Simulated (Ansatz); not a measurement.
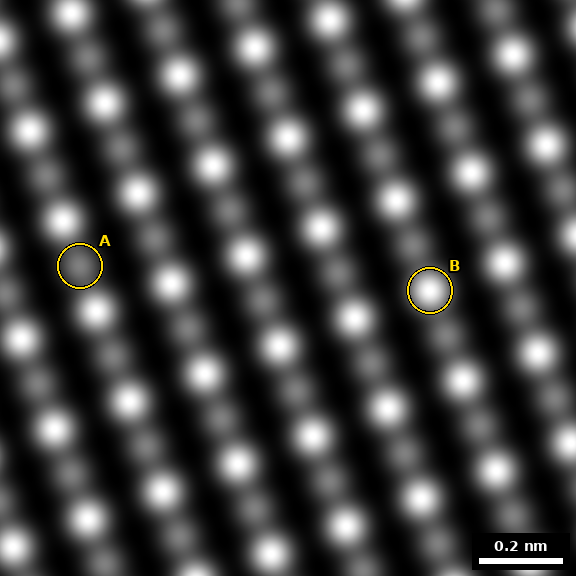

HAADF-like image of Ni (P6/mmm, No. 191) along [210]. The image is simulated as a sum over atoms of Z^1.7, blurred by a 0.84 Å probe (no channelling). The probe carries 25 % of its weight in a tail 2.5 times as wide. Atomic positions: the end point of a relaxation with DFT, LDA (PW92), plane waves (420 eV) with PAW, scalar-relativistic in Ansatz 0.2.0; the starting structure was generated, so it need not be a known form of this composition.

```yaml
crystal:
  lattice:
    - [3.88760, 0.00000, 0.00000]
    - [-1.94380, 3.36676, 0.00000]
    - [0.00000, 0.00000, 2.33626]
  atoms:
    - { symbol: Ni, position: [0.00000, 0.00000, 0.00000] }
    - { symbol: Ni, position: [0.33333, 0.66667, 0.50000] }
    - { symbol: Ni, position: [0.66667, 0.33333, 0.50000] }
```

### Assign the marked columns.

A: Ni (1 Ni per 6.73 Å along the beam; about 50 % of the brightest peak). B: Ni (2 Ni per 6.73 Å along the beam; the brightest kind). Brightness is counted from the darkest point of the image.
